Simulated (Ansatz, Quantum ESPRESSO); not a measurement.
# Complex bands of AlN, zinc blende type, lattice constant set to 4.463 Å, part 3 of 3

Wanted: the complex band structure of AlN, zinc blende type, lattice constant set to 4.463 Å, as for a tunnel barrier.

Quantum ESPRESSO 7.5; plane-wave DFT, LDA, PseudoDojo norm-conserving pseudopotentials; cross-check by Ansatz 0.2.0 with PAW datasets.

So far. Step 2 (SCF with pw.x): The run needed 12 iterations to bring the estimated error under 1e-09 Ry.

The structure was built from a prototype and need not be the compound's stable phase.

## (4) Complex band structure, with ewind = 6.0 and epsproj = 1e-07

Level of this step: complex band structure by pwcond; plane-wave DFT, LDA, PseudoDojo norm-conserving pseudopotentials (Quantum ESPRESSO).

A sensitivity test on the input.

File cbs.w.in:

```
&inputcond
  outdir = './out'
  prefixl = 'scf'
  band_file = 'cbs.w'
  ikind = 0
  ewind = 6.0
  epsproj = 1e-07
  nz1 = 7
  energy0 = 7.44
  denergy = -0.24
/
4
  0.00000000 0.00000000 1.00000000
  0.50000000 0.00000000 1.00000000
  0.50000000 0.50000000 1.00000000
  0.25000000 0.00000000 1.00000000
40
```

Command:

```sh
OMP_NUM_THREADS=1 mpirun -n 2 pwcond.x -in cbs.w.in > cbs.w.out
```

Numbers of over 12 decimals in the logs are rounded to 6 here.

Output:

```text
[banner, memory and clock lines left out]
Program PWCOND v.7.5 starts
[citation notice left out]

[...]
./out/scf.save/

     IMPORTANT: XC functional enforced from input :
     Exchange-correlation= PW
                           (   1   4   0   0   0   0   0)
     Any further DFT definition will be discarded
     Please, verify this is what you really want

     Reading collected, re-writing distributed wavefunctions

===== INPUT FILE containing the left lead =====

     GEOMETRY:

     lattice parameter (alat)  =       5.9636  a.u.
     the volume                =     299.9489 (a.u.)^3
     the cross section         =      35.5649 (a.u.)^2
     l of the unit cell        =       1.4142 (alat)
     number of atoms/cell      =            4
     number of atomic types    =            2

     crystal axes: (cart. coord. in units of alat)
               a(1) = (  1.0000  0.0000  0.0000 )
               a(2) = (  0.0000  1.0000  0.0000 )
               a(3) = (  0.0000  0.0000  1.4142 )

   Cartesian axes

     site n.     atom                  positions (alat units)
          1        Al     tau(  1)=(  0.0000  0.0000  1.4142  )
          2        N      tau(  2)=(  0.5000  0.0000  0.3536  )
          3        Al     tau(  3)=(  0.5000  0.5000  0.7071  )
          4        N      tau(  4)=(  0.0000  0.5000  1.0607  )

     nr1s                      =           36
     nr2s                      =           36
     nr3s                      =           45
     nr1sx                     =           36
     nr2sx                     =           36
     nr3sx                     =           45
     nr1                       =           36
     nr2                       =           36
     nr3                       =           45
     nr1x                      =           36
     nr2x                      =           36
     nr3x                      =           45

 _______________________________
  Radii of nonlocal spheres:

     type       ibeta     ang. mom.          radius (alat units)
       Al         1         0                    0.2951
       Al         2         0                    0.2985
       Al         3         1                    0.2985
       Al         4         1                    0.2985
       Al         5         2                    0.2884
       Al         6         2                    0.2918
       N          1         0                    0.1979
       N          2         0                    0.2029
       N          3         1                    0.2247
       N          4         1                    0.2264
----- General information -----

----- Complex band structure calculation -----

     nrx                       =           36
     nry                       =           36
     nz1                       =            7

     energy0               =         7.4E+00
     denergy               =        -2.4E-01
     nenergy               =         40
     ecut2d                =         7.2E+01
     ewind                 =         6.0E+00
     epsproj               =         1.0E-07

     number of k_|| points=    4
                       cryst. coord.
        k(    1) = (   0.0000000   0.0000000), wk =   0.2500000
        k(    2) = (   0.5000000   0.0000000), wk =   0.2500000
        k(    3) = (   0.5000000   0.5000000), wk =   0.2500000
        k(    4) = (   0.2500000   0.0000000), wk =   0.2500000
----- Information about left lead -----

     nocros                   =           18
     noins                    =           34
     norb                     =           70
     norbf                    =           70
     nrz                      =           45

      iorb      type   ibeta   ang. mom.   m       position (alat)
        1        1       1        0        1   taunew(   1)=(  0.0000  0.0000  0.0000)
        2        1       2        0        1   taunew(   2)=(  0.0000  0.0000  0.0000)
[...]
70        1       6        2        5   taunew(  70)=(  0.0000  0.0000  1.4142)
    k slab    z(k)  z(k+1)     crossing(iorb=1,norb)
    1   0.0000 0.0314 0.0314   1111111111111111110000000000000000000000000000000000000000000000000000
    2   0.0314 0.0629 0.0314   1111111111111111110000000000000000000000000000000000000000000000000000
[...]
45   1.3828 1.4142 0.0314   0000000000000000000000000000000000000000000000000000111111111111111111
 ngper, shell number =          197          30
 ngper, n2d =          197         197
---  E-Ef =    7.4400000  k =    0.0000000   0.0000000
---  ie =          1  ik =          1
 Nchannels of the left tip =            0
 Right moving states:
   k1(2pi/a)   k2(2pi/a)   E-Ef (eV)
 Left moving states:
   k1(2pi/a)   k2(2pi/a)   E-Ef (eV)

---  E-Ef =    7.2000000  k =    0.0000000   0.0000000
---  ie =          2  ik =          1
 Nchannels of the left tip =            0
 Right moving states:
   k1(2pi/a)   k2(2pi/a)   E-Ef (eV)
 Left moving states:
   k1(2pi/a)   k2(2pi/a)   E-Ef (eV)
[... further energies and points left out ...]
---  E-Ef =   -1.6800000  k =    0.2500000   0.0000000
---  ie =         39  ik =          4
 Nchannels of the left tip =            1
 Right moving states:
   k1(2pi/a)   k2(2pi/a)   E-Ef (eV)
   0.3429024   0.0000000  -1.6800000
 Left moving states:
   k1(2pi/a)   k2(2pi/a)   E-Ef (eV)
  -0.3429024   0.0000000  -1.6800000

---  E-Ef =   -1.9200000  k =    0.2500000   0.0000000
---  ie =         40  ik =          4
 Nchannels of the left tip =            1
 Right moving states:
   k1(2pi/a)   k2(2pi/a)   E-Ef (eV)
   0.3043872   0.0000000  -1.9200000
 Left moving states:
   k1(2pi/a)   k2(2pi/a)   E-Ef (eV)
  -0.3043872   0.0000000  -1.9200000

[...]
```

Wall time 5.7 min (2 MPI ranks of Intel Xeon 6975P-C (Granite Rapids), shared host); peak memory 0.21 GiB; 11 min of CPU time.

Beside the run it was changed from:

| quantity | this run | unchanged run | difference |
| --- | --- | --- | --- |
| peak of the smallest κ at the zone centre (Å⁻¹) | 0.257 | 0.257 | 0 |
| peak of the smallest κ at (1/2, 0) (Å⁻¹) | 0.485 | 0.477 | 0.0080 |
| peak of the smallest κ at (1/2, 1/2) (Å⁻¹) | 0.365 | 0.365 | 0 |
| wall time (s) | 343 | 68 |  |

The physical values in this table move by up to 1.7 %.

## (5) The same in Ansatz

A second code with its own PAW datasets, on the same atoms.

Level of this step: plane-wave DFT, LDA, Ansatz PAW (Ansatz 0.2.0).

File input.yaml:

```yaml
crystal:
  lattice:
    - [3.1558175644, 0.0, 0.0]
    - [0.0, 3.1558175644, 0.0]
    - [0.0, 0.0, 4.463]
  atoms:
    - { symbol: Al, position: [0.0, 0.0, 0.0] }
    - { symbol: "N", position: [0.5, 0.0, 0.25] }
    - { symbol: Al, position: [0.5, 0.5, 0.5] }
    - { symbol: "N", position: [0.0, 0.5, 0.75] }
kpoints:
  mp_grid: { grid: [8, 8, 6] }
hamiltonian:
  xc: lda
scf:
  occupations: { method: fixed }
  convergence: { dr2_threshold: 1.0e-09 }
output:
  transmission:
    leads: [[0, 0]]
    kpoints: [[0, 0], [0.5, 0], [0.5, 0.5], [0.25, 0]]
    e_range: [-1.92, 7.44]
    de: 0.24
```

Command:

```sh
ansatz run input.yaml --threads 2 --pin off --max-ram 4096MiB --backend cpu --events-out ev --progress --plain --runs-dir out
```

Output:

```text
Engine: ansatz 0.2.0, x86_64-unknown-linux-gnu
Pseudopotentials: kind: paw
Pseudopotential: Al, paw, valence charge 3, recommended cutoff 420 eV (normal), Al.paw.azcp
Pseudopotential: N, paw, valence charge 5, recommended cutoff 420 eV (normal), N.paw.azcp
Functional definition: SPW92
  exchange = slater_x
  correlation = pw_c
Crystal: 4 atoms, lattice volume = 44.448 Å³
Basis set: ecut = 420 eV, 855 PW (Γ)
Bands: 12, of which v1, the nominal top of the filled ones, is band 8 counted from 1 (7 counted from 0)
Symmetry: 16 space group operations
Space group: F-43m (ITA 216), of the structure as read, at distance tolerance 3.5e-5 Å
k-points: 60 of 384 (time reversal used)
Non-local potential: Al, projectors of the file, l = 0: 2, l = 1: 2, l = 2: 1
Non-local potential: N, projectors of the file, l = 0: 2, l = 1: 2, l = 2: 1
PAW form: soft (Blöchl's): semilocal exchange-correlation on the pseudo side does not see the compensation charge
PAW frozen core: Al, regenerated for the run's functional, and the local potential with it (the file was generated under x = pbe(κ = 0.804, μ = 0.219515), c = pbe(β = 0.066725))
PAW frozen core: N, regenerated for the run's functional, and the local potential with it (the file was generated under x = pbe(κ = 0.804, μ = 0.219515), c = pbe(β = 0.066725))
PAW one-centre angular grid: Al, 110 points (default); XC on 64 Gauss nodes
PAW one-centre angular grid: N, 110 points (default); XC on 64 Gauss nodes
Initial density: superposition of atomic densities (neutral atoms: chi_scale 0, normalization atom), corrected by the library's trained network
Initial wavefunctions: pseudopotential atomic-orbital guess
Functional: x = slater, c = lda
SCF iter   1: F=—  HF=-1779.463198 eV  |F-HF|=—  |Δ(HF+E_count)|=         —  Δρ=8.77e-3  dr2=4.06e-2  ethr=1.77e-3  ⟨swp⟩=4.8  Hψ=3998  notcnv=0  defer=82
preconditioner: auto → none  [insulator: Δε(μ)=3.071 eV  Ē_g=12.466 eV  n_scr=6 (ndim 8)  ℏωp=22.3 eV  f_vac=0.000  ε∞_Penn≈4.2]
SCF iter   2: F=—  HF=-1779.453705 eV  |F-HF|=—  |Δ(HF+E_count)|=   9.49e-3  Δρ=5.22e-3  dr2=7.55e-3  ethr=2.53e-4  ⟨swp⟩=2.5  Hψ=1661  notcnv=0  defer=120
SCF iter   3: F=—  HF=-1779.451381 eV  |F-HF|=—  |Δ(HF+E_count)|=   2.32e-3  Δρ=1.45e-3  dr2=3.75e-4  ethr=4.72e-5  ⟨swp⟩=2.1  Hψ=1215  notcnv=0  defer=118
SCF iter   4: F=—  HF=-1779.451210 eV  |F-HF|=—  |Δ(HF+E_count)|=   1.70e-4  Δρ=1.07e-4  dr2=2.02e-6  ethr=2.34e-6  ⟨swp⟩=2.6  Hψ=1221  notcnv=0  defer=119
SCF iter   5: F=—  HF=-1779.451210 eV  |F-HF|=—  |Δ(HF+E_count)|=   6.76e-7  Δρ=7.81e-6  dr2=1.40e-8  ethr=1.26e-8  ⟨swp⟩=2.3  Hψ=1197  notcnv=0  defer=3
SCF iter   6: F=-1779.451210 eV  HF=-1779.451210 eV  |F-HF|=1.41e-11  |Δ(HF+E_count)|=   1.73e-9  Δρ=4.24e-7  dr2=3.83e-11  ethr=6.25e-12  ⟨swp⟩=3.7  Hψ=2751  notcnv=0
SCF 1 converged in 6 iterations: F = -1779.451210 eV  dr2 = 3.83e-11
  greatest PAW one-centre occupation: 0.777 electrons in one spin orbital (limit 2), on the N atom at site 3 (counted from 0), in its partial waves of l = 0
transmission: 8 of 32 steps passed
transmission: 16 of 32 steps passed
transmission: 24 of 32 steps passed
transmission: 32 of 32 steps passed
SCF converged after 6 iterations
Free energy (F): -1779.451210 eV
Harris-Foulkes:  -1779.451210 eV  (|F-HF|=1.41e-11)
Internal energy: -1779.451210 eV  (E = F + TS)
E sigma→0 (E₀):  -1779.451210 eV
Fermi energy:    6.022082 eV
--- Per-component energies (eV) ---
  E_band       = 18.019815
  E_kinetic    = 311.971853
  E_local      = -458.568549  (includes V_loc(G=0)·N_el)
  E_nonlocal   = 113.806996
  E_hartree    = 155.988796
  E_xc         = -199.331235
  E_vxc        = -212.841750  (∫ρ·V_xc dr)
  E_paw        = -1123.012462  (= ΣΔE_a)
  E_vpaw       = -48.326594  (= ΣTr[D̂ρ^β])
  E_aug_tail   = 0.000184  (compensation charges beyond the density's cutoff)
  E_ewald      = -580.578314
  E_core_change = 0.271521  (= ΣΔE_core)
  E_smearing   = -0.000000  (= −TS)
  E_closure    = 0.000000  (closes the sum)
  Σ components = -1779.451210   (vs F -1779.451210, Δ=0.00e0)
--- Band table (eV; the first three rows and the last of 60) ---
  k-point 0: bands = [... 4 lower, 4.3028, 6.0221, 6.0221, 6.0221, 9.2307, 9.6882, 14.0482, 17.7624]
  k-point 1: bands = [... 4 lower, 4.3984, 5.4309, 5.8798, 5.8798, 9.6111, 10.3308, 14.2328, 17.3138]
  k-point 2: bands = [... 4 lower, 4.6707, 4.6707, 5.5190, 5.5190, 10.6130, 11.4115, 14.7683, 16.3501]
  k-point 59: bands = [... 4 lower, 2.7627, 2.7627, 3.4416, 3.4416, 11.8371, 11.8371, 16.8998, 16.8998]
--- Transmission ---
  basis      : 89 plane waves across, 8 finite elements along
  points     : 4, as listed
  energies   : 40 from -1.920000 to 7.440000 eV about the Fermi level, 0.240000 eV apart; the leads are filled to 1.604304 eV, and channels, transmission and decay are at 1.680000 eV
  crystal 0  : N2Al2, at the sites [0, 0], period 4.4630 Å: whole cells are its period
    offset         : up to 0.0000 Å between an atom of the period and one for which it stands
    channels       : 0.000000e0 a spin
    conductance    : none, the energies end too early or step too widely for 300 K: set another output.transmission.e_range or a lower de, or, where they end at an eighth of basis.ecutwfc, a higher one
    slowest decay  : 0.2559 /Å at (0.0000, 0.0000)
```

Wall time 5.1 s (2 threads); peak memory 0.34 GiB; 6.6 s of CPU time.

This step gave:

| Quantity | Value |
| --- | --- |
| free energy | -1779.4512 eV |
| gap by band count | 3.209 eV |
| symmetry operations | 16 |
| slowest decay at the grid energy nearest mid-gap | 0.2559 Å⁻¹ |
| peak of the smallest κ at the zone centre | 0.2559 Å⁻¹ |
| peak of the smallest κ at (1/2, 0) | 0.4843 Å⁻¹ |
| peak of the smallest κ at (1/2, 1/2) | 0.3649 Å⁻¹ |
| peak of the smallest κ at (1/4, 0) | 0.5012 Å⁻¹ |
| valence top, on the run's zero | 6.022 eV |

K across = (0, 0) in the cell's reciprocal vectors; values within 0.0025 1/Å of each other count once, columns are sorted by size at each energy, a dash where no further value was kept. The Im kz of the slowest decaying states by energy, zero at the highest filled level of the SCF mesh:

| energy (eV) | decay 1 (Å⁻¹) | decay 2 (Å⁻¹) | decay 3 (Å⁻¹) |
| --- | --- | --- | --- |
| -1.92 | 0.334 | 0.785 | - |
| -1.44 | 0.749 | - | - |
| -0.72 | 0.692 | - | - |
| -0.24 | 0.651 | 1.47 | - |
| 0.00 | 0.0160 | 0.0331 | 0.630 |
| 0.24 | 0.132 | 0.292 | 0.608 |
| 0.72 | 0.208 | 0.473 | 0.561 |
| 1.44 | 0.252 | 0.478 | 0.616 |
| 1.92 | 0.256 | 0.412 | 0.677 |
| 2.40 | 0.242 | 0.330 | 0.721 |
| 3.12 | 0.111 | 0.181 | 0.768 |
| 3.60 | 0.0678 | 0.790 | 1.10 |
| 4.08 | 0.805 | 1.04 | - |
| 4.80 | 0.818 | 0.947 | - |
| 5.28 | 0.821 | 0.877 | - |
| 5.76 | 0.0650 | 0.800 | 0.820 |
| 6.24 | 0.176 | 0.713 | 0.816 |
| 6.96 | 0.239 | 0.555 | 0.802 |
| 7.44 | 0.259 | 0.414 | 0.787 |

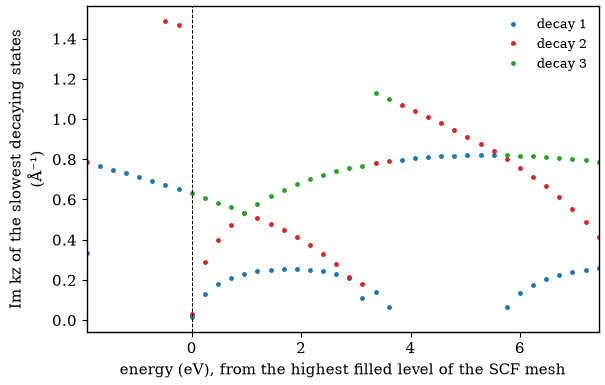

Im kz of the slowest decaying states against energy.

K across = (0, 0) in the cell's reciprocal vectors. Re kz of states that move upwards against energy, zero at the highest filled level of the SCF mesh:

| energy (eV) | channel 1 (Å⁻¹) | channel 2 (Å⁻¹) | channel 3 (Å⁻¹) |
| --- | --- | --- | --- |
| -1.92 | -0.511 | - | - |
| -1.20 | -0.365 | 0.565 | 0.565 |
| -0.48 | -0.456 | -0.456 | -0.207 |
| 0.00 | - | - | - |
| 0.24 | - | - | - |
| 0.96 | - | - | - |
| 1.68 | - | - | - |
| 2.40 | - | - | - |
| 3.12 | - | - | - |
| 3.84 | 0.114 | 0.305 | - |
| 4.56 | 0.288 | 0.463 | - |
| 5.28 | 0.441 | 0.613 | - |
| 6.00 | - | - | - |
| 6.72 | - | - | - |
| 7.44 | - | - | - |

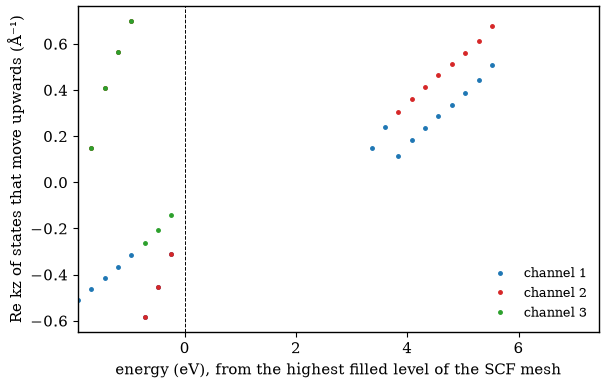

Re kz of states that move upwards, plotted against energy.

K across = (1/2, 0) in the cell's reciprocal vectors; values within 0.0025 1/Å of each other count once, columns are sorted by size at each energy, a dash where no further value was kept. The Im kz of the slowest decaying states by energy, zero at the highest filled level of the SCF mesh:

| energy (eV) | decay 1 (Å⁻¹) | decay 2 (Å⁻¹) | decay 3 (Å⁻¹) |
| --- | --- | --- | --- |
| -1.92 | 1.20 | 1.49 | - |
| -1.44 | 1.07 | 1.45 | - |
| -0.72 | 0.697 | 1.38 | - |
| -0.24 | 0.172 | 0.699 | 1.33 |
| 0.00 | 0.239 | 0.828 | 1.31 |
| 0.24 | 0.287 | 0.899 | 1.28 |
| 0.72 | 0.356 | 0.975 | 1.23 |
| 1.44 | 0.423 | 1.02 | 1.16 |
| 1.92 | 0.452 | 1.03 | 1.10 |
| 2.40 | 0.471 | 1.04 | 1.05 |
| 3.12 | 0.484 | 0.962 | 1.03 |
| 3.60 | 0.482 | 0.903 | 1.01 |
| 4.08 | 0.472 | 0.841 | 0.993 |
| 4.80 | 0.437 | 0.745 | 0.958 |
| 5.28 | 0.398 | 0.675 | 0.930 |
| 5.76 | 0.341 | 0.599 | 0.898 |
| 6.24 | 0.250 | 0.512 | 0.863 |
| 6.96 | 0.341 | 0.802 | - |
| 7.44 | 0.054 | 0.756 | - |

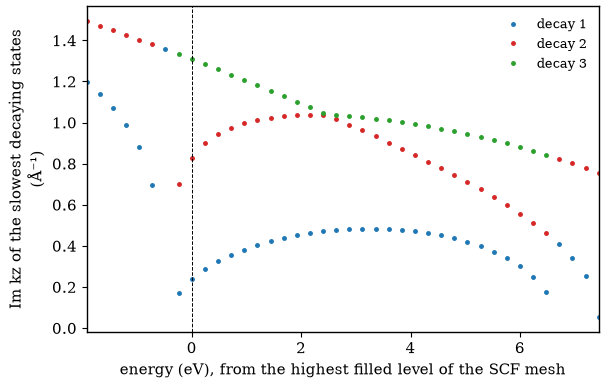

Im kz of the slowest decaying states against energy.

K across = (1/2, 1/2) in the cell's reciprocal vectors; values within 0.0025 1/Å of each other count once, columns are sorted by size at each energy, a dash where no further value was kept. The Im kz of the slowest decaying states by energy, zero at the highest filled level of the SCF mesh:

| energy (eV) | decay 1 (Å⁻¹) | decay 2 (Å⁻¹) |
| --- | --- | --- |
| -1.92 | - | - |
| -1.20 | 0.265 | 0.287 |
| -0.48 | 0.344 | 0.410 |
| 0.00 | 0.362 | 0.459 |
| 0.24 | 0.365 | 0.478 |
| 0.96 | 0.354 | 0.519 |
| 1.68 | 0.317 | 0.541 |
| 2.40 | 0.247 | 0.549 |
| 3.12 | 0.0866 | 0.546 |
| 3.84 | 0.533 | - |
| 4.56 | 0.509 | - |
| 5.28 | 0.474 | - |
| 6.00 | 0.101 | 0.424 |
| 6.72 | 0.202 | 0.354 |
| 7.44 | 0.243 | 0.247 |

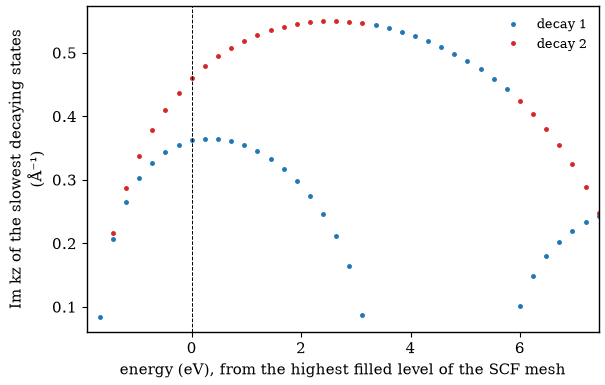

Im kz of the slowest decaying states, plotted against energy.

K across = (1/4, 0) in the cell's reciprocal vectors; values within 0.0025 1/Å of each other count once, columns are sorted by size at each energy, a dash where no further value was kept. The Im kz of the slowest decaying states by energy, zero at the highest filled level of the SCF mesh:

| energy (eV) | decay 1 (Å⁻¹) | decay 2 (Å⁻¹) | decay 3 (Å⁻¹) |
| --- | --- | --- | --- |
| -1.92 | 0.130 | 0.607 | 1.18 |
| -1.20 | 0.173 | 1.10 | - |
| -0.48 | 1.01 | - | - |
| 0.00 | 0.171 | 0.199 | 0.954 |
| 0.24 | 0.269 | 0.392 | 0.926 |
| 0.96 | 0.390 | 0.674 | 0.839 |
| 1.68 | 0.455 | 0.751 | 0.837 |
| 2.40 | 0.489 | 0.658 | 0.981 |
| 3.12 | 0.501 | 0.556 | 1.12 |
| 3.84 | 0.434 | 0.492 | 1.10 |
| 4.56 | 0.259 | 0.457 | 1.07 |
| 5.28 | 0.371 | 1.03 | 1.20 |
| 6.00 | 0.522 | 0.988 | 1.10 |
| 6.72 | 0.0904 | 0.609 | 0.937 |
| 7.44 | 0.195 | 0.713 | 0.799 |

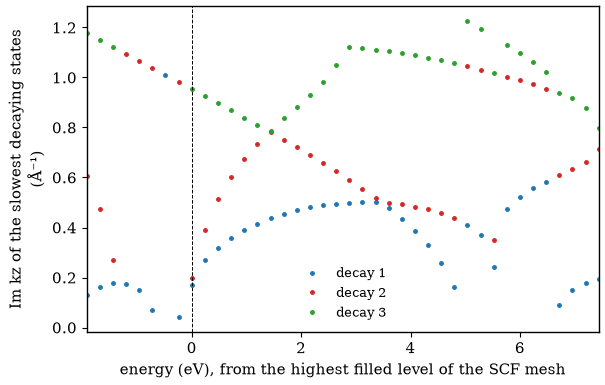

Im kz of the slowest decaying states against energy.

## (6) Worked from the printed numbers

T falls as exp(−2κd). With κ = 0.256 1/Å, 10 Å of barrier pass exp(−2 × 0.256 × 10) = 0.0060 of that channel, interfaces aside.

## (7) Outcome

| Quantity | Value |
| --- | --- |
| gap on the SCF mesh | 3.22 eV |
| smallest κ at mid-gap among the four k points, at the zone centre | 0.256 Å⁻¹ |
| peak of the smallest κ in the stop band at the zone centre | 0.257 Å⁻¹ |
| peak of the smallest κ in the stop band at (1/2, 0) | 0.477 Å⁻¹ |
| peak of the smallest κ in the stop band at (1/2, 1/2) | 0.365 Å⁻¹ |
| peak of the smallest κ in the stop band at (1/4, 0) | 0.499 Å⁻¹ |
| energy of the peak at the zone centre, over the highest filled level | 1.68 eV |
| peak at the zone centre by Ansatz | 0.256 Å⁻¹ |

What this shows: With a gap of 3.22 eV on the mesh, the smallest κ at mid-gap among the four k points, at the zone centre is 0.256 Å⁻¹ (LDA, PseudoDojo norm-conserving). For a barrier with the Fermi level at mid-gap the slowest state found, at the zone centre, loses a factor of ten in probability every 4.5 Å or so. Stop bands away from the zone centre are mostly wider than the gap, so their peaks can lie above the conduction bottom. At the zone centre pwcond's peak is 0.257 and Ansatz's 0.256 1/Å, 0 % apart. The cell is the a/√2 one, turned by 45°, with two primitive cells, so X along [001] folds onto kz = 0. A semilocal gap is too small, often by a third to a half and by more in narrow-gap crystals, so real barriers decay faster.

[Logs are printed without paths, hosts, clocks, repeated set-up lines and the standing remarks that a program may print on its own settings, such as how far it seeks lower states.]

[Hosts, paths, dates, database ids (printed as entryN), source tags and the programs' standing remarks are cut or masked in the printed files.]

[Maps of the electrostatic potential energy from Ansatz leave out the sawtooth potential of an applied field or a dipole correction, so their vacuum need not be flat; planar profiles and work functions include it.]
